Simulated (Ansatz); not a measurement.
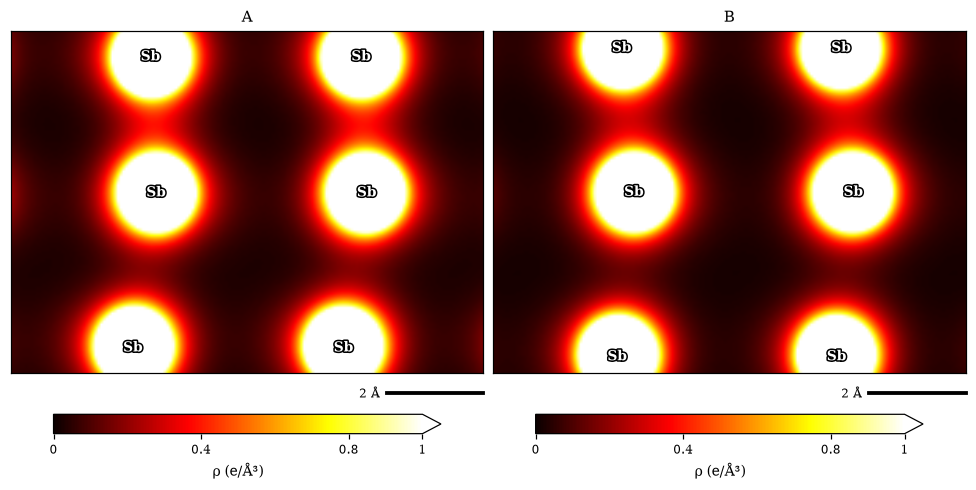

Sb. The valence pseudo-density of two cells that differ in size and shape, on the (101̄) plane of each (indices in the axes of the calculation cell), at one length scale and on one colour scale: B has 33.1 Å³ an atom and A 27.8.

Space group R-3m.

All numbers below come from DFT PBE, scalar-relativistic, plane waves, PAW in Ansatz.

The density is the valence pseudo-density of a PAW calculation; it isn't the true density close to the nuclei.

The larger cell:

```
Sb
1.0
     2.25813    1.30373    3.74400
    -2.25813    1.30373    3.74400
     0.00000   -2.60746    3.74400
Sb
2
Direct
  0.23364 0.23364 0.23364
  0.76636 0.76636 0.76636
```

The smaller cell: a = 4.380 Å, b = 4.380 Å, c = 4.380 Å, α = 57.20°, β = 57.20°, γ = 57.20°.

Q: What does the compression do to the bonding and the properties?

A: From the larger cell to the smaller, Sb–Sb goes from 3.01 to 2.83 Å, and the density at its midpoint from 0.3 to 0.39 e/Å³; the pressure goes from −2.3 to 9 GPa.
